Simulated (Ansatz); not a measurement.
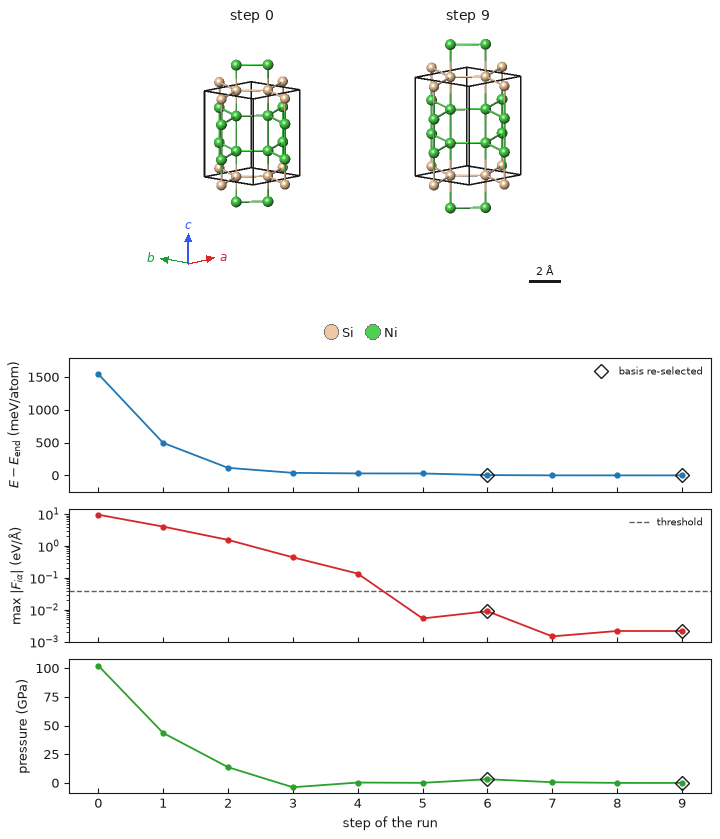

First and last geometry of a relaxation of a crystal of SiNi2 (a generated structure, set up in P6/mmm) (coarse preliminary run), with the history of the run. The picture is a ball-and-stick view of the cell of the calculation, seen from a free direction.

These are results of DFT PBE, scalar-relativistic, plane waves, PAW (Ansatz 0.2.0), not measurements. Settings: plane-wave cutoff 420 eV; k-point mesh 6 × 6 × 4; occupations gaussian; smearing width 0.1 eV; collinear spin; cell and atoms relaxed; force threshold 0.04 eV/Å; at most 70 steps.

### Did the run converge, and what did it change?

It converged. After 7 accepted moves (9 points after the start) the energy has fallen by 1546 meV per atom. The largest force component goes from 9.6 to 0.0022 eV/Å. The pressure goes from 102.32 to 0.00 GPa. At 2 points the geometry stayed and the basis and grid were re-selected for the new cell (energy shift of 24.5 meV per atom at most each time). The largest moves relative to the cell, 0.23 Å, are those of Ni atoms. Si stays in place. The volume changes by +41.1 %, with a = b 3.634 → 4.031 Å (+10.9 %), c 5.976 → 6.853 Å (+14.7 %). Some distances before and after: Ni–Si 1.767 → 2.254 Å, Ni–Ni 2.098 → 2.327 Å, Si–Si 2.098 → 2.327 Å, Ni–Ni 2.442 → 2.346 Å. The space group stays P6/mmm (No. 191). The program noted that the starting moments weren't kept. The run may lie on a higher electronic state than the lowest, so the end point isn't shown to be the ground-state structure. Cost: 63 s on 1 thread of AMD EPYC 9R45 96-Core Processor (Zen 5), with other jobs on the host, peak memory 0.52 GiB.

| step | E − E(0), meV/atom | largest force component, eV/Å | pressure, GPa | volume, Å³/atom | note |
| --- | --- | --- | --- | --- | --- |
| 0 | 0.00 | 9.5693 | 102.32 | 11.389 |  |
| 1 | -1050.61 | 4.0579 | 43.58 | 13.029 |  |
| 2 | -1431.36 | 1.5559 | 13.75 | 14.634 |  |
| 3 | -1507.94 | 0.4417 | -3.76 | 16.042 |  |
| 4 | -1516.80 | 0.1368 | 0.33 | 15.598 |  |
| 5 | -1517.36 | 0.0054 | 0.07 | 15.625 |  |
| 6 | -1541.91 | 0.0090 | 3.22 | 15.625 | same geometry, new basis |
| 7 | -1546.13 | 0.0015 | 0.61 | 15.980 |  |
| 8 | -1546.28 | 0.0022 | 0.02 | 16.072 |  |
| 9 | -1546.39 | 0.0022 | 0.00 | 16.072 | same geometry, new basis |
